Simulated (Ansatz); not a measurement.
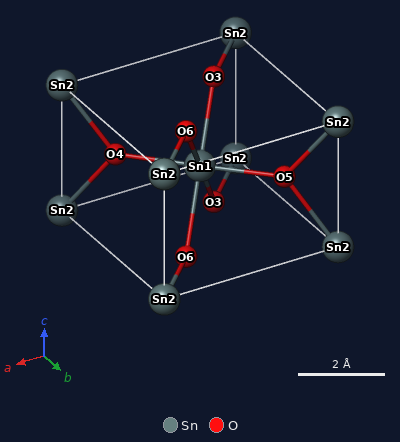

**Figure 1.** The input geometry of run A (ball-and-stick view of the cell of the calculation, seen at an oblique angle; atoms are numbered from 1 in the order of the input). An atom can appear more than once, as a periodic image.

# SnO$_{2}$: one change and its effect

System: SnO$_{2}$ (6 atoms in the cell).
Method of run A: DFT LDA, scalar-relativistic, plane waves, PAW, PAW set soft_1, no spin polarisation (Ansatz 0.2.0).

The structure derives from a Materials Project entry. Text and figures count atoms from 1; the logs count them from 0 in places.

The input, run A:
```yaml
crystal:
  lattice:
    - [4.7201335122, 0.0, 0.0]
    - [0.0, 4.7206343096, 0.0]
    - [0.0, 0.0, 3.4120402756]
  atoms:
    - { symbol: Sn, position: [0.5, 0.5, 0.5007371719] }
    - { symbol: Sn, position: [0.0, 0.0, -0.0007371719] }
    - { symbol: O, position: [0.305992035, 0.3061675039, -0.0047039304] }
    - { symbol: O, position: [0.805992035, 0.1938324961, 0.5047039304] }
    - { symbol: O, position: [0.194007965, 0.8061675039, 0.5047039304] }
    - { symbol: O, position: [0.694007965, 0.6938324961, -0.0047039304] }
basis:
  ecutwfc: 520.0
kpoints:
  mp_grid: { grid: [6, 6, 8] }
hamiltonian:
  xc: lda
  pseudopotentials: { kind: paw, azcp: { folder: soft_1 } }
scf:
  occupations: { method: gaussian, width: 0.05 }
output:
  forces: true
  stress: true
  eigenvalues: true
```

Launched with:
```bash
ansatz run input.yaml --threads 2 --pin off --max-ram 4096MiB --backend cpu --events-out ev --progress --plain --runs-dir out
```

Hardware: 2 threads of Intel Xeon @ 2.90GHz (Ice Lake), 192 GiB of memory available, shared host.

Output, shortened to warnings, some set-up lines, iterations and results (run A):
```
Warning: [file] the record states the generating functional pbe (its physics header spells it `PBE`), which answers neither for hamiltonian.xc's functional nor for the lda family's — results may be inconsistent (PPs are generated against a specific XC)
Warning: [file] the record states the generating functional pbe (its physics header spells it `PBE`), which answers neither for hamiltonian.xc's functional nor for the lda family's — results may be inconsistent (PPs are generated against a specific XC)
Basis set: ecut = 520 eV, 2069 PW (Γ)
Symmetry: 4 space group operations
k-points: 80 of 288 (time reversal used)
Initial density: superposition of atomic densities (chi_scale 0.1, normalization cell, long waves kept (reshape's long-wave potential 0.00 eV rms))
[...]
SCF iter   1: F=—  HF=-13980.722535 eV  |F-HF|=—  |Δ(HF+E_count)|=         —  Δρ=6.26e-2  dr2=2.09e0  ethr=3.10e-3  ⟨swp⟩=6.1  Hψ=11904  notcnv=0
SCF iter   2: F=—  HF=-13980.303102 eV  |F-HF|=—  |Δ(HF+E_count)|=   4.19e-1  Δρ=3.24e-2  dr2=5.76e-1  ethr=3.10e-3  ⟨swp⟩=2.0  Hψ=3538  notcnv=0  defer=142
SCF iter   3: F=—  HF=-13980.149722 eV  |F-HF|=—  |Δ(HF+E_count)|=   1.53e-1  Δρ=4.18e-3  dr2=9.85e-3  ethr=1.11e-3  ⟨swp⟩=2.6  Hψ=4015  notcnv=0  defer=142
SCF iter   4: F=—  HF=-13980.148903 eV  |F-HF|=—  |Δ(HF+E_count)|=   8.19e-4  Δρ=8.85e-4  dr2=4.22e-4  ethr=1.89e-5  ⟨swp⟩=2.0  Hψ=3524  notcnv=0  defer=62
SCF iter   5: F=—  HF=-13980.149050 eV  |F-HF|=—  |Δ(HF+E_count)|=   1.47e-4  Δρ=2.36e-4  dr2=3.74e-5  ethr=8.11e-7  ⟨swp⟩=2.8  Hψ=4649  notcnv=0  defer=62
SCF iter   6: F=—  HF=-13980.149053 eV  |F-HF|=—  |Δ(HF+E_count)|=   2.61e-6  Δρ=5.50e-5  dr2=1.85e-6  ethr=7.20e-8  ⟨swp⟩=2.4  Hψ=3718  notcnv=0  defer=62
SCF iter   7: F=-13980.149052 eV  HF=-13980.149052 eV  |F-HF|=1.88e-8  |Δ(HF+E_count)|=   3.82e-7  Δρ=7.17e-6  dr2=3.89e-8  ethr=1.92e-10  ⟨swp⟩=9.0  Hψ=13358  notcnv=0
SCF 1 converged in 7 iterations: F = -13980.149052 eV  dr2 = 3.89e-8
SCF converged after 7 iterations
Free energy (F): -13980.149052 eV
Harris-Foulkes:  -13980.149052 eV  (|F-HF|=1.88e-8)
Internal energy: -13980.149051 eV  (E = F + TS)
E sigma→0 (E₀):  -13980.149052 eV
Entropy (-TS):   -0.000001 eV (-0.000 meV/atom)
Fermi energy:    8.418019 eV
--- Per-component energies (eV) ---
  E_band       = -172.108049
  E_kinetic    = 1006.442342
  E_local      = -3231.908645  (includes V_loc(G=0)·N_el)
  E_nonlocal   = 516.906133
  E_hartree    = 1447.391545
  E_xc         = -527.140633
  E_vxc        = -519.418779  (∫ρ·V_xc dr)
  E_paw        = -9065.323315  (= ΣΔE_a)
  E_vpaw       = -838.909236  (= ΣTr[D̂ρ^β])
  E_aug_tail   = 0.000991  (compensation charges beyond the density's cutoff)
  E_ewald      = -4127.754937
  E_core_change = 1.237468  (= ΣΔE_core)
  E_smearing   = -0.000001  (= −TS)
  E_closure    = 0.000000  (closes the sum)
  Σ components = -13980.149052   (vs F -13980.149052, Δ=0.00e0)
--- Forces (eV/Å), atoms counted from 1 ---
  atom   1  Sn     0.00000000    -0.00000000    -0.16636350
  atom   2  Sn     0.00000000    -0.00000000     0.16636350
  atom   3  O      0.16660496     0.16563571     0.21858247
  atom   4  O      0.16660496    -0.16563571    -0.21858247
  atom   5  O     -0.16660496     0.16563571    -0.21858247
  atom   6  O     -0.16660496    -0.16563571     0.21858247
  max |Σ_I F_I| component: 2.78e-17 eV/Å
--- Stress (GPa, compression-positive) ---
       -8.908940       0.000000       0.000000
        0.000000      -8.912512      -0.000000
        0.000000      -0.000000     -23.641920
  P = ⅓ Tr σ = -13.8211 GPa (-138.211 kbar)
```

For run B the input was changed thus:
```diff
-    - [0.0, 0.0, 3.4120402756]
+    - [0.0, 0.0, 3.039904668]
```

How does run B compare with run A?

With the same functional and potentials, run B lies 26.0 meV per atom lower. The gap on the mesh goes from 0.23 to 1.92 eV. The pressure goes from −13.82 to 14.30 GPa. The largest force goes from 0.321 to 0.583 eV/Å. The volume per atom goes from 12.67 to 11.29 Å³. The SCF takes 8 iterations against 7. The plane waves at Γ go from 2069 to 1843.

Output, shortened to warnings, some set-up lines, iterations and results (run B):
```
Warning: [file] the record states the generating functional pbe (its physics header spells it `PBE`), which answers neither for hamiltonian.xc's functional nor for the lda family's — results may be inconsistent (PPs are generated against a specific XC)
Warning: [file] the record states the generating functional pbe (its physics header spells it `PBE`), which answers neither for hamiltonian.xc's functional nor for the lda family's — results may be inconsistent (PPs are generated against a specific XC)
Basis set: ecut = 520 eV, 1843 PW (Γ)
Symmetry: 4 space group operations
k-points: 80 of 288 (time reversal used)
Initial density: superposition of atomic densities (chi_scale 0.1, normalization cell, long waves kept (reshape's long-wave potential 0.00 eV rms))
[...]
SCF iter   1: F=—  HF=-13981.185496 eV  |F-HF|=—  |Δ(HF+E_count)|=         —  Δρ=7.68e-2  dr2=3.13e0  ethr=3.10e-3  ⟨swp⟩=6.2  Hψ=11634  notcnv=0  defer=1
SCF iter   2: F=—  HF=-13980.438537 eV  |F-HF|=—  |Δ(HF+E_count)|=   7.47e-1  Δρ=3.53e-2  dr2=4.61e-1  ethr=3.10e-3  ⟨swp⟩=2.9  Hψ=5541  notcnv=0  defer=148
SCF iter   3: F=—  HF=-13980.324446 eV  |F-HF|=—  |Δ(HF+E_count)|=   1.14e-1  Δρ=1.16e-2  dr2=7.49e-2  ethr=8.86e-4  ⟨swp⟩=3.0  Hψ=4392  notcnv=0  defer=148
SCF iter   4: F=—  HF=-13980.304918 eV  |F-HF|=—  |Δ(HF+E_count)|=   1.95e-2  Δρ=1.91e-3  dr2=1.95e-3  ethr=1.44e-4  ⟨swp⟩=2.3  Hψ=3592  notcnv=0  defer=148
SCF iter   5: F=—  HF=-13980.305072 eV  |F-HF|=—  |Δ(HF+E_count)|=   1.54e-4  Δρ=6.22e-4  dr2=1.92e-4  ethr=3.74e-6  ⟨swp⟩=2.5  Hψ=4233  notcnv=0  defer=68
SCF iter   6: F=—  HF=-13980.305098 eV  |F-HF|=—  |Δ(HF+E_count)|=   2.61e-5  Δρ=8.31e-5  dr2=3.52e-6  ethr=3.69e-7  ⟨swp⟩=2.3  Hψ=3758  notcnv=0  defer=68
SCF iter   7: F=—  HF=-13980.305098 eV  |F-HF|=—  |Δ(HF+E_count)|=   2.32e-7  Δρ=1.20e-5  dr2=1.15e-7  ethr=6.76e-9  ⟨swp⟩=2.0  Hψ=3431  notcnv=0  defer=68
SCF iter   8: F=-13980.305098 eV  HF=-13980.305098 eV  |F-HF|=1.75e-10  |Δ(HF+E_count)|=   2.78e-9  Δρ=1.72e-6  dr2=1.82e-9  ethr=1.92e-10  ⟨swp⟩=10.8  Hψ=11239  notcnv=0
SCF 1 converged in 8 iterations: F = -13980.305098 eV  dr2 = 1.82e-9
SCF converged after 8 iterations
Free energy (F): -13980.305098 eV
Harris-Foulkes:  -13980.305098 eV  (|F-HF|=1.75e-10)
Internal energy: -13980.305098 eV  (E = F + TS)
E sigma→0 (E₀):  -13980.305098 eV
Fermi energy:    10.982613 eV
--- Per-component energies (eV) ---
  E_band       = -88.642292
  E_kinetic    = 1025.004209
  E_local      = -3104.723863  (includes V_loc(G=0)·N_el)
  E_nonlocal   = 521.233267
  E_hartree    = 1420.091591
  E_xc         = -532.128539
  E_vxc        = -525.903667  (∫ρ·V_xc dr)
  E_paw        = -9070.087971  (= ΣΔE_a)
  E_vpaw       = -844.436405  (= ΣTr[D̂ρ^β])
  E_aug_tail   = 0.001075  (compensation charges beyond the density's cutoff)
  E_ewald      = -4240.932336
  E_core_change = 1.237468  (= ΣΔE_core)
  E_smearing   = -0.000000  (= −TS)
  E_closure    = -0.000000  (closes the sum)
  Σ components = -13980.305098   (vs F -13980.305098, Δ=0.00e0)
--- Forces (eV/Å), atoms counted from 1 ---
  atom   1  Sn     0.00000000    -0.00000000    -0.43686183
  atom   2  Sn     0.00000000    -0.00000000     0.43686183
  atom   3  O     -0.34506146    -0.34488775     0.31872146
  atom   4  O     -0.34506146     0.34488775    -0.31872146
  atom   5  O      0.34506146    -0.34488775    -0.31872146
  atom   6  O      0.34506146     0.34488775     0.31872146
  max |Σ_I F_I| component: 1.11e-16 eV/Å
--- Stress (GPa, compression-positive) ---
        8.768173      -0.000000       0.000000
       -0.000000       8.764818      -0.000000
        0.000000      -0.000000      25.368878
  P = ⅓ Tr σ = 14.3006 GPa (143.006 kbar)
```

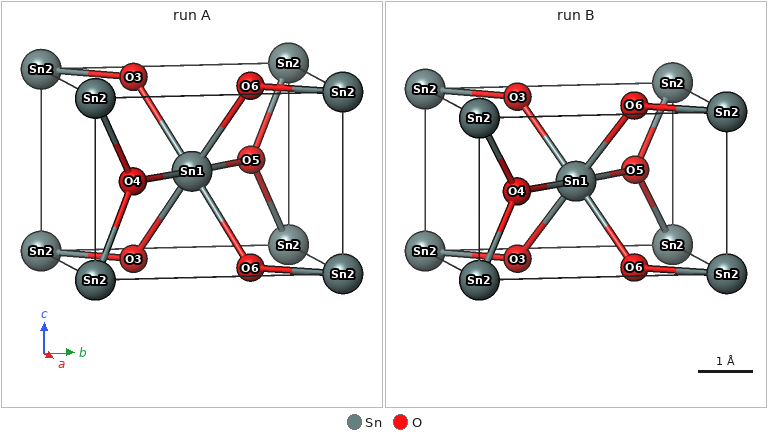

**Figure 2.** The two input geometries at one scale (ball-and-stick view of the cell of the calculation, seen slightly off an axis). No atom moves by more than 0.005 Å relative to the cell. The drawn cell changes as follows: a stays at 4.720 Å, b stays at 4.721 Å, c 3.412 → 3.040 Å (−10.9 %); the volume changes by −10.9 %. Among the contacts that change: Sn1–O3 2.156 → 2.009 Å.

The two runs side by side:

| quantity | run A | run B |
| --- | --- | --- |
| outcome | converged | converged |
| free energy per atom (eV) | −2330.0248 | −2330.0508 |
| gap on the mesh (eV) | 0.23 | 1.92 |
| pressure (GPa) | −13.82 | 14.30 |
| volume per atom (Å³) | 12.67 | 11.29 |
| largest force (eV/Å) | 0.321 | 0.583 |
| SCF iterations | 7 | 8 |
| irreducible k-points | 80 | 80 |
| plane waves at Γ | 2069 | 1843 |
| wall time (shared host) | 12 s | 11 s |

For both runs: Warnings: the PAW datasets were made with another functional.
